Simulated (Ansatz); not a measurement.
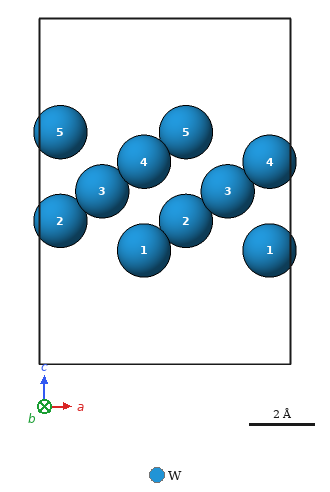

Figure 1. The input geometry (spheres-only view of the 2 × 1 repeat of the cell, with the vacuum cut short, along the b axis; atoms are numbered from 1 in the order of the input). An atom can appear more than once, as a periodic image.

## Run report: W, geometry relaxation (part 1 of 2)

The run: geometry relaxation of W (slab, 5 atoms in the cell). Method and program: DFT, PBEsol, PAW with Ansatz's default frozen-core files, scalar-relativistic, no spin polarisation (Ansatz 0.2.0).

It belongs to a series of runs on one base structure; here: atoms relaxed, PAW files. Figures and captions count atoms from 1; the log counts them from 0 in places.

Log:
```
Warning: output.stress: scf.convergence.dr2_threshold = 1e-7 eV (the SCF's general default) is looser than the 5e-10 eV advised for a printed stress (1e-10 eV for each atom of the cell: 5). What an SCF threshold leaves in a stress goes as its square root, and in the free energy as the threshold itself, and one threshold admits the most on a small cell: of the crystals measured, under no hybrid functional and no lock of the moments, on runs that ended without the residual-converged pass, on stresses that held no estimate of that error, the worst erred by over 100 MPa in a component at 1e-7 eV an atom and by under 5 at 1e-10. Every solve of this run answers to scf.convergence.dr2_threshold, and the tensor of one is reported: a single SCF on the reported geometry and on this run's grids (its basis.xc_grid and basis.ecutrho_ratio typed), with scf.convergence.dr2_threshold at 5e-10 eV or tighter, prints it and tightens no other solve. Else set scf.convergence.dr2_threshold to 5e-10 eV or tighter. The threshold is an SCF's pass mark: one that does not reach it within its budget of iterations ends unconverged, or closes short of it on a stop that the run arms, and scf.convergence.dr2_threshold's page says what that costs each kind of run
Engine: ansatz 0.2.0, aarch64-unknown-linux-gnu
Pseudopotentials: kind: paw
Pseudopotential: W, paw, valence charge 14, recommended cutoff 420 eV (normal), W.paw.azcp
Functional definition: PBEsol
  exchange = pbesol_x
  correlation = pbesol_c
Crystal: 5 atoms, lattice volume = 338.407 Å³
Basis set: ecut = 420 eV, 6647 PW (Γ), exchange–correlation on 60×60×270 points (8 copies of the dense FFT grid, shifted against one another)
Bands: 42, of which v1, the nominal top of the filled ones, is band 35 counted from 1 (34 counted from 0)
Symmetry: 6 space group operations
k-points: 16 of 121 (time reversal used)
Non-local potential: W, projectors of the file, l = 0: 3, l = 1: 2, l = 2: 2, l = 3: 1
PAW form: soft (Blöchl's): semilocal exchange-correlation on the pseudo side does not see the compensation charge
PAW frozen core: W, regenerated for the run's functional, and the local potential with it (the file was generated under x = pbe(κ = 0.804, μ = 0.2195149727645171), c = pbe(β = 0.06672455060314922))
PAW one-centre angular grid: W, 590 points (default); XC on 64 Gauss nodes
Initial density: superposition of atomic densities (neutral atoms: chi_scale 0, normalization atom), corrected by the library's trained network
Initial wavefunctions: pseudopotential atomic-orbital guess
Functional: x = pbesol(κ = 0.804, μ = 0.12345679012345678), c = pbesol(β = 0.046)
SCF iter   1: F=—  HF=-51273.530849 eV  |F-HF|=—  |Δ(HF+E_count)|=         —  Δρ=3.96e-3  dr2=1.88e-1  ethr=1.77e-3  p=0.000 e·Å  D=9.55e-14 V/Å  ΔV_dip=-0.00 eV  dr2_dipole=2.71e-10  V_vac-E_F(+/−)=4.51/4.51 eV  ⟨swp⟩=9.0  Hψ=3239  notcnv=0
efield: sawtooth ramp at fractional position 0.9500 (placed from the atoms, in the widest stretch of the axis that holds none; the zero of the levels goes with the place), width 0.1000; the density the first Hamiltonian is built on has a dipole p = 0.000 e·Å; the dipole correction subtracts the counter field D = 9.55e-14 V/Å, which shifts the + side's vacuum level by -0.00 eV against the − side's; the planar-averaged density in the ramp window peaks in size at 8.5e-5 e/Å³
preconditioner: auto → LDOS  [metal: Δε(μ)=0.136 eV  Ē_g=3.771 eV  σ=0.100 eV  W_gap=0.32  n_scr=66 (ndim 8)  ℏωp=11.1 eV  f_vac=0.630  D(μ)=5.08/eV (n_scr^D=16)  β→1.0]
SCF iter   2: F=—  HF=-51273.556700 eV  |F-HF|=—  |Δ(HF+E_count)|=   2.59e-2  Δρ=4.87e-3  dr2=2.97e-1  ethr=2.68e-4  p=-0.000 e·Å  D=-2.36e-6 V/Å  ΔV_dip=0.00 eV  dr2_dipole=2.11e-9  V_vac-E_F(+/−)=4.05/4.05 eV  ⟨swp⟩=3.4  Hψ=1624  notcnv=0
SCF iter   3: F=—  HF=-51273.519782 eV  |F-HF|=—  |Δ(HF+E_count)|=   3.69e-2  Δρ=6.23e-4  dr2=2.00e-3  ethr=2.68e-4  p=-0.000 e·Å  D=-6.53e-7 V/Å  ΔV_dip=0.00 eV  dr2_dipole=5.84e-11  V_vac-E_F(+/−)=4.13/4.13 eV  ⟨swp⟩=2.1  Hψ=1015  notcnv=0
SCF iter   4: F=—  HF=-51273.520915 eV  |F-HF|=—  |Δ(HF+E_count)|=   1.13e-3  Δρ=3.11e-4  dr2=7.59e-4  ethr=2.86e-6  p=-0.000 e·Å  D=-5.57e-7 V/Å  ΔV_dip=0.00 eV  dr2_dipole=4.28e-12  V_vac-E_F(+/−)=4.07/4.07 eV  ⟨swp⟩=3.1  Hψ=1361  notcnv=0
SCF iter   5: F=—  HF=-51273.520999 eV  |F-HF|=—  |Δ(HF+E_count)|=   8.39e-5  Δρ=8.67e-5  dr2=6.09e-5  ethr=1.08e-6  p=-0.000 e·Å  D=-2.39e-7 V/Å  ΔV_dip=0.00 eV  dr2_dipole=2.65e-12  V_vac-E_F(+/−)=4.03/4.03 eV  ⟨swp⟩=2.5  Hψ=1142  notcnv=0
SCF iter   6: F=—  HF=-51273.521020 eV  |F-HF|=—  |Δ(HF+E_count)|=   2.15e-5  Δρ=3.39e-5  dr2=8.76e-6  ethr=8.70e-8  p=0.000 e·Å  D=1.43e-8 V/Å  ΔV_dip=-0.00 eV  dr2_dipole=3.82e-14  V_vac-E_F(+/−)=4.02/4.02 eV  ⟨swp⟩=2.2  Hψ=1042  notcnv=0
SCF iter   7: F=-51273.521027 eV  HF=-51273.521026 eV  |F-HF|=1.05e-7  |Δ(HF+E_count)|=   6.35e-6  Δρ=1.10e-5  dr2=1.19e-6  ethr=3.57e-9  p=0.000 e·Å  D=1.12e-8 V/Å  ΔV_dip=-0.00 eV  dr2_dipole=5.91e-14  V_vac-E_F(+/−)=4.01/4.01 eV  ⟨swp⟩=10.4  Hψ=3280  notcnv=0
SCF 1 converged in 7 iterations: F = -51273.521027 eV  dr2 = 1.19e-6
  greatest PAW one-centre occupation: 1.000 electrons in one spin orbital (limit 2), on the W atom at site 2 (counted from 0), in its partial waves of l = 0
relax step   1: F+E_penalty+E_count = -51273.52102658 eV  Δ(F+E_penalty+E_count) = +0.000e0 eV  max|allowed force component| = 3.300e0 eV/Å  Δτ_max = 0.0000 Å  (7 SCF iters, dr2 threshold 2.50e-6 eV, accepted)
Initial density: handed on by an earlier stage of this run
Initial wavefunctions: those handed on with the density
iter 1 solved again at ethr=2.48e-3 eV; its pass at ethr=3.10e-3 eV (dr2=1.74e0 eV) is discarded
SCF iter   1: F=—  HF=-51274.768481 eV  |F-HF|=—  |Δ(HF+E_count)|=         —  Δρ=1.56e-2  dr2=1.80e0  ethr=2.48e-3  p=0.000 e·Å  D=1.12e-8 V/Å  ΔV_dip=-0.00 eV  dr2_dipole=3.46e-12  V_vac-E_F(+/−)=4.01/4.01 eV  ⟨swp⟩=1.3  Hψ=2823  notcnv=0
efield: sawtooth ramp at fractional position 0.9500 (handed on by an earlier solve), width 0.1000; the density the first Hamiltonian is built on has a dipole p = 0.000 e·Å; the dipole correction subtracts the counter field D = 1.12e-8 V/Å, which shifts the + side's vacuum level by -0.00 eV against the − side's; the planar-averaged density in the ramp window peaks in size at 7.4e-7 e/Å³
preconditioner: auto → LDOS  [metal: Δε(μ)=0.068 eV  Ē_g=4.175 eV  σ=0.100 eV  W_gap=0.17  n_scr=66 (ndim 8)  ℏωp=11.1 eV  f_vac=0.649  D(μ)=3.91/eV (n_scr^D=8)  β→1.0]
SCF iter   2: F=—  HF=-51275.042080 eV  |F-HF|=—  |Δ(HF+E_count)|=   2.74e-1  Δρ=1.68e-2  dr2=3.82e0  ethr=2.48e-3  p=0.000 e·Å  D=7.82e-7 V/Å  ΔV_dip=-0.00 eV  dr2_dipole=3.50e-11  V_vac-E_F(+/−)=3.74/3.74 eV  ⟨swp⟩=4.0  Hψ=1694  notcnv=0
SCF iter   3: F=—  HF=-51274.542937 eV  |F-HF|=—  |Δ(HF+E_count)|=   4.99e-1  Δρ=2.83e-3  dr2=1.07e-1  ethr=2.48e-3  p=0.000 e·Å  D=7.34e-7 V/Å  ΔV_dip=-0.00 eV  dr2_dipole=2.51e-11  V_vac-E_F(+/−)=3.89/3.89 eV  ⟨swp⟩=2.4  Hψ=1115  notcnv=0
SCF iter   4: F=—  HF=-51274.531383 eV  |F-HF|=—  |Δ(HF+E_count)|=   1.16e-2  Δρ=8.31e-4  dr2=4.65e-3  ethr=1.53e-4  p=-0.000 e·Å  D=-8.44e-7 V/Å  ΔV_dip=0.00 eV  dr2_dipole=5.60e-12  V_vac-E_F(+/−)=3.95/3.95 eV  ⟨swp⟩=2.1  Hψ=1059  notcnv=0
SCF iter   5: F=—  HF=-51274.531906 eV  |F-HF|=—  |Δ(HF+E_count)|=   5.23e-4  Δρ=2.60e-4  dr2=7.98e-4  ethr=6.64e-6  p=-0.000 e·Å  D=-6.26e-7 V/Å  ΔV_dip=0.00 eV  dr2_dipole=1.44e-12  V_vac-E_F(+/−)=3.97/3.97 eV  ⟨swp⟩=3.1  Hψ=1212  notcnv=0
SCF iter   6: F=—  HF=-51274.532019 eV  |F-HF|=—  |Δ(HF+E_count)|=   1.12e-4  Δρ=1.14e-4  dr2=9.09e-5  ethr=1.14e-6  p=-0.000 e·Å  D=-2.06e-7 V/Å  ΔV_dip=0.00 eV  dr2_dipole=1.93e-11  V_vac-E_F(+/−)=3.98/3.98 eV  ⟨swp⟩=2.2  Hψ=1028  notcnv=0
SCF iter   7: F=-51274.532030 eV  HF=-51274.532029 eV  |F-HF|=7.43e-7  |Δ(HF+E_count)|=   1.03e-5  Δρ=2.60e-5  dr2=3.13e-6  ethr=1.30e-7  p=-0.000 e·Å  D=-8.92e-8 V/Å  ΔV_dip=0.00 eV  dr2_dipole=3.69e-12  V_vac-E_F(+/−)=3.99/3.99 eV  ⟨swp⟩=11.6  Hψ=3215  notcnv=0
SCF 2 converged in 7 iterations: F = -51274.532030 eV  dr2 = 3.13e-6
relax step   2: F+E_penalty+E_count = -51274.53202953 eV  Δ(F+E_penalty+E_count) = -1.011e0 eV  max|allowed force component| = 1.089e0 eV/Å  Δτ_max = 0.1966 Å  (7 SCF iters, dr2 threshold 1.00e-4 eV, accepted)
iter 1 solved again at ethr=3.10e-4 eV; its pass at ethr=3.10e-3 eV (dr2=2.17e-1 eV) is discarded
SCF iter   1: F=—  HF=-51274.626162 eV  |F-HF|=—  |Δ(HF+E_count)|=         —  Δρ=5.99e-3  dr2=2.21e-1  ethr=3.10e-4  p=-0.000 e·Å  D=-8.92e-8 V/Å  ΔV_dip=0.00 eV  dr2_dipole=2.18e-12  V_vac-E_F(+/−)=4.00/4.00 eV  ⟨swp⟩=2.0  Hψ=2386  notcnv=0
efield: sawtooth ramp at fractional position 0.9500 (handed on by an earlier solve), width 0.1000; the density the first Hamiltonian is built on has a dipole p = -0.000 e·Å; the dipole correction subtracts the counter field D = -8.92e-8 V/Å, which shifts the + side's vacuum level by +0.00 eV against the − side's; the planar-averaged density in the ramp window peaks in size at 2.7e-6 e/Å³
preconditioner: auto → LDOS  [metal: Δε(μ)=0.163 eV  Ē_g=4.235 eV  σ=0.100 eV  W_gap=0.38  n_scr=66 (ndim 8)  ℏωp=11.1 eV  f_vac=0.652  D(μ)=3.19/eV (n_scr^D=8)  β→1.0]
SCF iter   2: F=—  HF=-51274.670621 eV  |F-HF|=—  |Δ(HF+E_count)|=   4.45e-2  Δρ=6.71e-3  dr2=5.75e-1  ethr=3.10e-4  p=-0.000 e·Å  D=-1.49e-7 V/Å  ΔV_dip=0.00 eV  dr2_dipole=2.80e-11  V_vac-E_F(+/−)=3.89/3.89 eV  ⟨swp⟩=3.2  Hψ=1456  notcnv=0  recentre
SCF iter   3: F=—  HF=-51274.595121 eV  |F-HF|=—  |Δ(HF+E_count)|=   7.55e-2  Δρ=2.02e-3  dr2=2.39e-2  ethr=3.10e-4  p=-0.000 e·Å  D=-6.38e-8 V/Å  ΔV_dip=0.00 eV  dr2_dipole=3.33e-13  V_vac-E_F(+/−)=3.98/3.98 eV  ⟨swp⟩=2.0  Hψ=1158  notcnv=0
SCF iter   4: F=—  HF=-51274.593132 eV  |F-HF|=—  |Δ(HF+E_count)|=   1.99e-3  Δρ=3.61e-4  dr2=7.79e-4  ethr=3.41e-5  p=-0.000 e·Å  D=-5.29e-8 V/Å  ΔV_dip=0.00 eV  dr2_dipole=9.69e-13  V_vac-E_F(+/−)=3.98/3.98 eV  ⟨swp⟩=2.0  Hψ=922  notcnv=0
SCF iter   5: F=—  HF=-51274.593087 eV  |F-HF|=—  |Δ(HF+E_count)|=   4.52e-5  Δρ=1.17e-4  dr2=5.15e-5  ethr=1.06e-7  p=0.000 e·Å  D=3.07e-8 V/Å  ΔV_dip=-0.00 eV  dr2_dipole=1.22e-12  V_vac-E_F(+/−)=3.98/3.98 eV  ⟨swp⟩=9.1  Hψ=4109  notcnv=0
SCF iter   6: F=-51274.593117 eV  HF=-51274.593124 eV  |F-HF|=6.97e-6  |Δ(HF+E_count)|=   3.70e-5  Δρ=4.84e-5  dr2=1.28e-5  ethr=7.35e-8  p=0.000 e·Å  D=2.09e-8 V/Å  ΔV_dip=-0.00 eV  dr2_dipole=1.70e-11  V_vac-E_F(+/−)=3.98/3.98 eV  ⟨swp⟩=9.2  Hψ=3009  notcnv=0
SCF 3 converged in 6 iterations: F = -51274.593117 eV  dr2 = 1.28e-5
relax step   3: F+E_penalty+E_count = -51274.59311685 eV  Δ(F+E_penalty+E_count) = -6.109e-2 eV  max|allowed force component| = 3.555e-1 eV/Å  Δτ_max = 0.0704 Å  (6 SCF iters, dr2 threshold 7.41e-5 eV, accepted)
SCF iter   1: F=—  HF=-51274.601195 eV  |F-HF|=—  |Δ(HF+E_count)|=         —  Δρ=1.30e-3  dr2=1.22e-2  ethr=1.45e-4  p=0.000 e·Å  D=2.09e-8 V/Å  ΔV_dip=-0.00 eV  dr2_dipole=9.43e-12  V_vac-E_F(+/−)=3.98/3.98 eV  ⟨swp⟩=2.0  Hψ=1271  notcnv=0
efield: sawtooth ramp at fractional position 0.9500 (handed on by an earlier solve), width 0.1000; the density the first Hamiltonian is built on has a dipole p = 0.000 e·Å; the dipole correction subtracts the counter field D = 2.09e-8 V/Å, which shifts the + side's vacuum level by -0.00 eV against the − side's; the planar-averaged density in the ramp window peaks in size at 2.5e-6 e/Å³
preconditioner: auto → LDOS  [metal: Δε(μ)=0.206 eV  Ē_g=4.161 eV  σ=0.100 eV  W_gap=0.47  n_scr=66 (ndim 8)  ℏωp=11.1 eV  f_vac=0.649  D(μ)=3.12/eV (n_scr^D=8)  β→1.0]
SCF iter   2: F=—  HF=-51274.603960 eV  |F-HF|=—  |Δ(HF+E_count)|=   2.77e-3  Δρ=1.54e-3  dr2=3.17e-2  ethr=1.74e-5  p=0.000 e·Å  D=8.57e-8 V/Å  ΔV_dip=-0.00 eV  dr2_dipole=4.68e-11  V_vac-E_F(+/−)=4.01/4.01 eV  ⟨swp⟩=3.9  Hψ=1725  notcnv=0
SCF iter   3: F=—  HF=-51274.599805 eV  |F-HF|=—  |Δ(HF+E_count)|=   4.16e-3  Δρ=3.87e-4  dr2=1.18e-3  ethr=1.74e-5  p=0.000 e·Å  D=3.03e-8 V/Å  ΔV_dip=-0.00 eV  dr2_dipole=1.39e-13  V_vac-E_F(+/−)=3.99/3.99 eV  ⟨swp⟩=2.0  Hψ=987  notcnv=0
SCF iter   4: F=—  HF=-51274.599663 eV  |F-HF|=—  |Δ(HF+E_count)|=   1.42e-4  Δρ=1.10e-4  dr2=9.00e-5  ethr=1.69e-6  p=0.000 e·Å  D=2.40e-8 V/Å  ΔV_dip=-0.00 eV  dr2_dipole=2.77e-13  V_vac-E_F(+/−)=3.99/3.99 eV  ⟨swp⟩=2.1  Hψ=954  notcnv=0
SCF iter   5: F=-51274.599648 eV  HF=-51274.599647 eV  |F-HF|=1.10e-6  |Δ(HF+E_count)|=   1.55e-5  Δρ=1.81e-5  dr2=1.52e-6  ethr=1.93e-8  p=-0.000 e·Å  D=-1.28e-8 V/Å  ΔV_dip=0.00 eV  dr2_dipole=6.06e-14  V_vac-E_F(+/−)=3.99/3.99 eV  ⟨swp⟩=7.9  Hψ=3609  notcnv=0
SCF 4 converged in 5 iterations: F = -51274.599648 eV  dr2 = 1.52e-6
relax step   4: F+E_penalty+E_count = -51274.59964838 eV  Δ(F+E_penalty+E_count) = -6.532e-3 eV  max|allowed force component| = 2.387e-2 eV/Å  Δτ_max = 0.0136 Å  (5 SCF iters, dr2 threshold 1.35e-5 eV, accepted)
SCF iter   1: F=—  HF=-51274.599362 eV  |F-HF|=—  |Δ(HF+E_count)|=         —  Δρ=1.89e-4  dr2=7.77e-5  ethr=3.92e-6  p=-0.000 e·Å  D=-1.28e-8 V/Å  ΔV_dip=0.00 eV  dr2_dipole=4.69e-15  V_vac-E_F(+/−)=3.99/3.99 eV  ⟨swp⟩=2.0  Hψ=1154  notcnv=0
efield: sawtooth ramp at fractional position 0.9500 (handed on by an earlier solve), width 0.1000; the density the first Hamiltonian is built on has a dipole p = -0.000 e·Å; the dipole correction subtracts the counter field D = -1.28e-8 V/Å, which shifts the + side's vacuum level by +0.00 eV against the − side's; the planar-averaged density in the ramp window peaks in size at 2.3e-6 e/Å³
preconditioner: auto → LDOS  [metal: Δε(μ)=0.197 eV  Ē_g=4.169 eV  σ=0.100 eV  W_gap=0.45  n_scr=66 (ndim 8)  ℏωp=11.1 eV  f_vac=0.650  D(μ)=3.17/eV (n_scr^D=8)  β→1.0]
SCF iter   2: F=—  HF=-51274.599693 eV  |F-HF|=—  |Δ(HF+E_count)|=   3.30e-4  Δρ=1.26e-4  dr2=1.14e-4  ethr=1.11e-7  p=-0.000 e·Å  D=-2.34e-8 V/Å  ΔV_dip=0.00 eV  dr2_dipole=2.24e-13  V_vac-E_F(+/−)=3.99/3.99 eV  ⟨swp⟩=3.9  Hψ=1720  notcnv=0
SCF iter   3: F=—  HF=-51274.599680 eV  |F-HF|=—  |Δ(HF+E_count)|=   1.26e-5  Δρ=5.28e-5  dr2=2.28e-5  ethr=1.11e-7  p=-0.000 e·Å  D=-1.07e-8 V/Å  ΔV_dip=0.00 eV  dr2_dipole=1.16e-14  V_vac-E_F(+/−)=3.99/3.99 eV  ⟨swp⟩=2.0  Hψ=919  notcnv=0
SCF iter   4: F=—  HF=-51274.599678 eV  |F-HF|=—  |Δ(HF+E_count)|=   2.42e-6  Δρ=1.06e-5  dr2=1.22e-6  ethr=3.25e-8  p=-0.000 e·Å  D=-8.32e-9 V/Å  ΔV_dip=0.00 eV  dr2_dipole=5.64e-15  V_vac-E_F(+/−)=3.99/3.99 eV  ⟨swp⟩=2.0  Hψ=900  notcnv=0
SCF iter   5: F=-51274.599677 eV  HF=-51274.599677 eV  |F-HF|=4.68e-8  |Δ(HF+E_count)|=   7.77e-8  Δρ=3.08e-6  dr2=3.79e-8  ethr=1.43e-10  p=-0.000 e·Å  D=-8.19e-9 V/Å  ΔV_dip=0.00 eV  dr2_dipole=2.19e-15  V_vac-E_F(+/−)=3.99/3.99 eV  ⟨swp⟩=6.3  Hψ=3477  notcnv=0
SCF 5 converged in 5 iterations: F = -51274.599677 eV  dr2 = 3.79e-8
```
